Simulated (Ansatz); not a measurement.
# Two runs on WS₂

System: WS₂ (P6₃/mmc, 6 atoms in the cell).
Method of the first run: DFT, PBE, plane waves, PAW, no spin polarisation (Ansatz 0.2.0).

The structure was built on a prototype by a generator. The geometry comes from this level: r2scan-rvv10 (a point of a series of strains). Text and figures count atoms from 1; the logs count them from 0 in places.

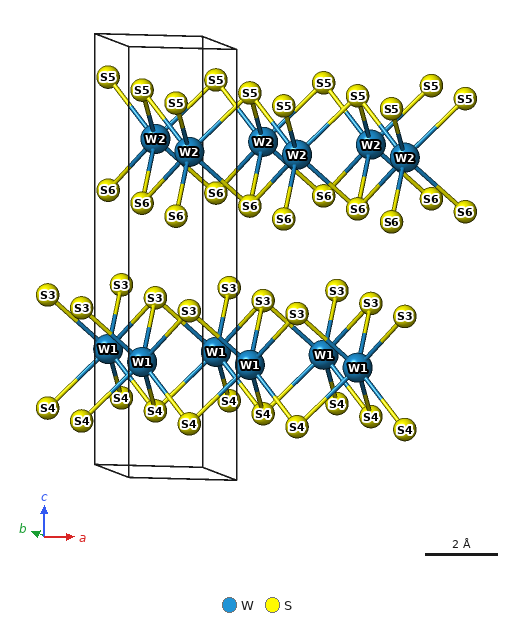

Fig. 1: The structure as given in the input (ball-and-stick view of the cell of the calculation, repeated 3 × 2 × 1, seen slightly off an axis; bonded neighbours outside the cell are drawn too; atoms are numbered from 1 in the order of the input). An atom can appear more than once, as a periodic image.

Input file, the first run:
```yaml
crystal:
  lattice:
    - [3.0748479046, 0.0, 0.0]
    - [-1.5374239523, 2.6628963982, 0.0]
    - [0.0, 0.0, 12.1163384359]
  atoms:
    - { symbol: W, position: [0.3333333333, 0.6666666667, 0.25] }
    - { symbol: W, position: [0.6666666667, 0.3333333333, 0.75] }
    - { symbol: S, position: [0.6666666667, 0.3333333333, 0.3812550822] }
    - { symbol: S, position: [0.6666666667, 0.3333333333, 0.1187449178] }
    - { symbol: S, position: [0.3333333333, 0.6666666667, 0.8812550822] }
    - { symbol: S, position: [0.3333333333, 0.6666666667, 0.6187449178] }
kpoints:
  mp_grid: { grid: [12, 12, 2] }
  band_path:
    path:
      - [0.0, 0.0, 0.0]
      - [0.5, 0.0, 0.0]
      - [0.3333333333, 0.3333333333, 0.0]
      - [0.0, 0.0, 0.5]
      - [0.5, 0.0, 0.5]
      - [0.3333333333, 0.3333333333, 0.5]
      - [0.177083, 0.177083, 0.0]
    npoints: 1
hamiltonian:
  xc: pbe
scf:
  occupations: { method: fermi_dirac, width: 0.02 }
  n_extra_bands: 5
output:
  forces: true
  stress: true
  eigenvalues: true
```

Launched with:
```bash
ansatz run input.yaml --threads 2 --pin off --max-ram 29491MiB --backend cpu --events-out ev --progress --plain --runs-dir out
```

Hardware: 2 threads of AMD EPYC (Zen 3), 1656 GiB of memory available, shared host.

Output, shortened to warnings, some set-up lines, iterations and results (the first run):
```
Basis set: ecut = 420 eV, 1925 PW (Γ), exchange–correlation on 48×48×162 points (8 copies of the dense FFT grid, shifted against one another)
Symmetry: 24 space group operations
k-points: 38 of 288
Initial density: superposition of atomic densities (neutral atoms: chi_scale 0, normalization atom), corrected by the library's trained network
[...]
SCF iter   1: F=—  HF=-24382.412281 eV  |F-HF|=—  |Δ(HF+E_count)|=         —  Δρ=5.73e-3  dr2=1.37e-2  ethr=1.77e-3  ⟨swp⟩=6.6  Hψ=5616  notcnv=0
SCF iter   2: F=—  HF=-24382.416296 eV  |F-HF|=—  |Δ(HF+E_count)|=   4.02e-3  Δρ=3.20e-3  dr2=3.64e-3  ethr=2.63e-5  ⟨swp⟩=2.1  Hψ=2090  notcnv=0  defer=33
SCF iter   3: F=—  HF=-24382.420546 eV  |F-HF|=—  |Δ(HF+E_count)|=   4.25e-3  Δρ=7.35e-4  dr2=4.50e-4  ethr=7.00e-6  ⟨swp⟩=2.0  Hψ=1834  notcnv=0  defer=33
SCF iter   4: F=—  HF=-24382.420649 eV  |F-HF|=—  |Δ(HF+E_count)|=   1.04e-4  Δρ=1.26e-4  dr2=2.84e-5  ethr=8.65e-7  ⟨swp⟩=2.1  Hψ=1743  notcnv=0  defer=33
SCF iter   5: F=—  HF=-24382.420686 eV  |F-HF|=—  |Δ(HF+E_count)|=   3.62e-5  Δρ=4.28e-5  dr2=1.84e-6  ethr=5.46e-8  ⟨swp⟩=2.0  Hψ=1593  notcnv=0  defer=33
SCF iter   6: F=—  HF=-24382.420687 eV  |F-HF|=—  |Δ(HF+E_count)|=   9.86e-7  Δρ=1.01e-5  dr2=1.14e-7  ethr=3.54e-9  ⟨swp⟩=2.0  Hψ=1747  notcnv=0  defer=33
SCF iter   7: F=-24382.420687 eV  HF=-24382.420687 eV  |F-HF|=1.24e-9  |Δ(HF+E_count)|=   8.03e-8  Δρ=1.58e-6  dr2=3.84e-9  ethr=1.92e-10  ⟨swp⟩=8.4  Hψ=4848  notcnv=0
SCF 1 converged in 7 iterations: F = -24382.420687 eV  dr2 = 3.84e-9
NSCF: frozen V_eff on 7 k-points
SCF converged after 7 iterations
Free energy (F): -24382.420687 eV
Harris-Foulkes:  -24382.420687 eV  (|F-HF|=1.24e-9)
Internal energy: -24382.420687 eV  (E = F + TS)
E sigma→0 (E₀):  -24382.420687 eV
Fermi energy:    13.257092 eV
--- Per-component energies (eV) ---
  E_band       = -313.290035
  E_kinetic    = 1342.687838
  E_local      = -3293.144638  (includes V_loc(G=0)·N_el)
  E_nonlocal   = 115.205523
  E_hartree    = 1314.000899
  E_xc         = -928.219117
  E_vxc        = -835.324525  (∫ρ·V_xc dr)
  E_paw        = -19526.785420  (= ΣΔE_a)
  E_vpaw       = -270.718909  (= ΣTr[D̂ρ^β])
  E_aug_tail   = -0.000124  (compensation charges beyond the density's cutoff)
  E_ewald      = -3406.165648
  E_smearing   = -0.000000  (= −TS)
  E_closure    = -0.000000  (closes the sum)
  Σ components = -24382.420687   (vs F -24382.420687, Δ=0.00e0)
--- Forces (eV/Å), atoms counted from 1 ---
  atom   1  W      0.00000000     0.00000000     0.00000000
  atom   2  W      0.00000000    -0.00000000    -0.00000000
  atom   3  S      0.00000000    -0.00000000     0.25234760
  atom   4  S     -0.00000000    -0.00000000    -0.25234760
  atom   5  S      0.00000000     0.00000000     0.25234760
  atom   6  S     -0.00000000     0.00000000    -0.25234760
  max |Σ_I F_I| component: 2.31e-18 eV/Å
--- Stress (GPa, compression-positive) ---
       14.127689       0.000000      -0.000000
        0.000000      14.127689      -0.000000
       -0.000000      -0.000000       7.984949
  P = ⅓ Tr σ = 12.0801 GPa (120.801 kbar)
```

The input of the second run differs as follows (lines with − go, lines with + come):
```diff
-  xc: pbe
+  xc: r2scan
-  occupations: { method: fermi_dirac, width: 0.02 }
+  occupations: { method: fixed }
```

What does this change do to the results?

The total energies belong to different methods, so their difference says nothing on which is more stable or more accurate. The gap on the mesh goes from 0.89 to 1.00 eV. The pressure goes from 12.08 to 10.22 GPa. The largest force goes from 0.252 to 0.055 eV/Å. The functional changes from PBE to r2SCAN. The number of SCF iterations is the same. The default cutoff goes from 420 to 500 eV with the change. The plane waves at Γ go from 1925 to 2541. On the same kind of shared host the second run took about 2.1 times as long.

Output, shortened to warnings, some set-up lines, iterations and results (the second run):
```
Basis set: ecut = 500 eV, 2541 PW (Γ), exchange–correlation on 96×96×360 points (64 copies of the dense FFT grid, shifted against one another)
Symmetry: 24 space group operations
k-points: 38 of 288
Initial density: superposition of atomic densities (neutral atoms: chi_scale 0, normalization atom), corrected by the library's trained network
[...]
SCF iter   1: F=—  HF=-24422.773071 eV  |F-HF|=—  |Δ(HF+E_count)|=         —  Δρ=8.63e-3  dr2=4.50e-2  dr2_τ=1.91e-1  ethr=1.77e-3  ⟨swp⟩=5.0  Hψ=4838  notcnv=0  defer=79
SCF iter   2: F=—  HF=-24422.936131 eV  |F-HF|=—  |Δ(HF+E_count)|=   1.63e-1  Δρ=5.24e-3  dr2=1.81e-2  dr2_τ=1.91e-3  ethr=8.66e-5  ⟨swp⟩=2.1  Hψ=2254  notcnv=0  defer=108
SCF iter   3: F=—  HF=-24422.941776 eV  |F-HF|=—  |Δ(HF+E_count)|=   5.64e-3  Δρ=2.90e-3  dr2=4.12e-3  dr2_τ=3.38e-4  ethr=3.48e-5  ⟨swp⟩=2.4  Hψ=1629  notcnv=0  defer=112
SCF iter   4: F=—  HF=-24422.945539 eV  |F-HF|=—  |Δ(HF+E_count)|=   3.76e-3  Δρ=2.59e-4  dr2=7.42e-5  dr2_τ=4.99e-6  ethr=7.92e-6  ⟨swp⟩=2.6  Hψ=1965  notcnv=0  defer=112
SCF iter   5: F=—  HF=-24422.945580 eV  |F-HF|=—  |Δ(HF+E_count)|=   4.11e-5  Δρ=7.53e-5  dr2=6.19e-6  dr2_τ=3.13e-7  ethr=1.43e-7  ⟨swp⟩=2.0  Hψ=2024  notcnv=0  defer=94
SCF iter   6: F=—  HF=-24422.945584 eV  |F-HF|=—  |Δ(HF+E_count)|=   3.96e-6  Δρ=1.25e-5  dr2=2.34e-7  dr2_τ=2.87e-8  ethr=1.19e-8  ⟨swp⟩=2.0  Hψ=1822  notcnv=0  defer=94
SCF iter   7: F=-24422.945585 eV  HF=-24422.945585 eV  |F-HF|=6.43e-9  |Δ(HF+E_count)|=   9.85e-8  Δρ=2.81e-6  dr2=5.24e-9  dr2_τ=3.22e-10  ethr=1.92e-10  ⟨swp⟩=10.9  Hψ=6379 …
SCF 1 converged in 7 iterations: F = -24422.945585 eV  dr2 = 5.24e-9
NSCF: frozen V_eff on 7 k-points
SCF converged after 7 iterations
Free energy (F): -24422.945585 eV
Harris-Foulkes:  -24422.945585 eV  (|F-HF|=6.43e-9)
Internal energy: -24422.945585 eV  (E = F + TS)
E sigma→0 (E₀):  -24422.945585 eV
Fermi energy:    12.709837 eV
--- Per-component energies (eV) ---
  E_band       = -353.907140
  E_kinetic    = 1343.269559
  E_local      = -3293.281949  (includes V_loc(G=0)·N_el)
  E_nonlocal   = 116.076997
  E_hartree    = 1314.237317
  E_xc         = -870.545407
  E_vxc        = -905.319196  (∫ρ·V_xc dr)
  E_paw        = -19624.921394  (= ΣΔE_a)
  E_vpaw       = -287.709239  (= ΣTr[D̂ρ^β])
  E_aug_tail   = -0.000096  (compensation charges beyond the density's cutoff)
  E_vtau       = 44.581085  (kinetic-family band-sum trace: ∫τ·v_τ [+ j·A + Jᵃ·Aᵃ] dr)
  E_ewald      = -3406.165648
  E_core_change = -1.614965  (= ΣΔE_core)
  E_smearing   = -0.000000  (= −TS)
  E_closure    = -0.000000  (closes the sum)
  Σ components = -24422.945585   (vs F -24422.945585, Δ=0.00e0)
--- Forces (eV/Å), atoms counted from 1 ---
  atom   1  W      0.00000000     0.00000000     0.00000000
  atom   2  W     -0.00000000    -0.00000000    -0.00000000
  atom   3  S     -0.00000000    -0.00000000    -0.05504669
  atom   4  S      0.00000000    -0.00000000     0.05504669
  atom   5  S     -0.00000000     0.00000000    -0.05504669
  atom   6  S      0.00000000     0.00000000     0.05504669
  max |Σ_I F_I| component: 1.39e-17 eV/Å
--- Stress (GPa, compression-positive) ---
       13.054522       0.000000      -0.000000
        0.000000      13.054522      -0.000000
       -0.000000      -0.000000       4.564681
  P = ⅓ Tr σ = 10.2246 GPa (102.246 kbar)
```

The two runs side by side:

| quantity | the first run | the second run |
| --- | --- | --- |
| outcome | converged | converged |
| free energy per atom (eV) | −4063.7368 | −4070.4909 |
| gap on the mesh (eV) | 0.89 | 1.00 |
| pressure (GPa) | 12.08 | 10.22 |
| largest force (eV/Å) | 0.252 | 0.055 |
| SCF iterations | 7 | 7 |
| irreducible k-points | 38 | 38 |
| plane waves at Γ | 1925 | 2541 |
| wall time (shared host) | 2.6 s | 5.7 s |

For both runs: Spin–orbit coupling is left out, which matters for W. For the first run: The cell is under a pressure of 12.1 GPa at this level, so it is not at its equilibrium volume.
